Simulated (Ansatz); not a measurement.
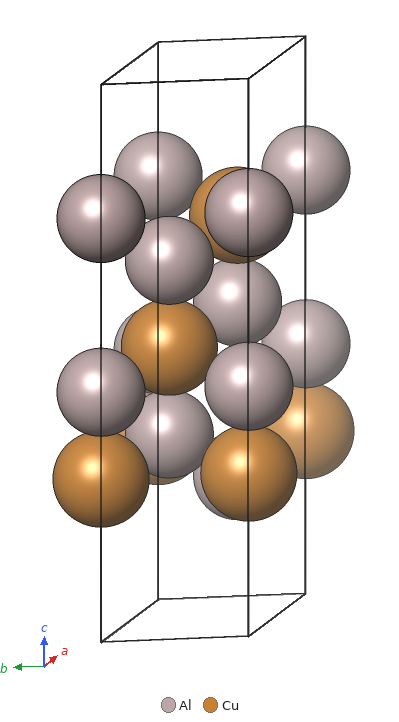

A space-filling rendering, viewed from a general direction. Atoms at the boundary of the simulation cell (the box) are drawn once for each face, edge or corner they touch.

In words:

- The solid is Al2Cu.
- It has 9 atoms to the cell (6 Al, 3 Cu).
- Al takes three kinds of site: two a cell with three Cu in a trigonal pyramidal arrangement; two a cell with four Cu in a tetrahedral arrangement; two a cell with four Cu in a tetrahedral arrangement. Cu takes two kinds of site: two a cell with seven Al; one a cell with eight Al in a cubic arrangement.

The structure was taken from a structure listed in the Materials Project. The cell was then strained or its atoms displaced on purpose. A calculation with Ansatz used it as input.
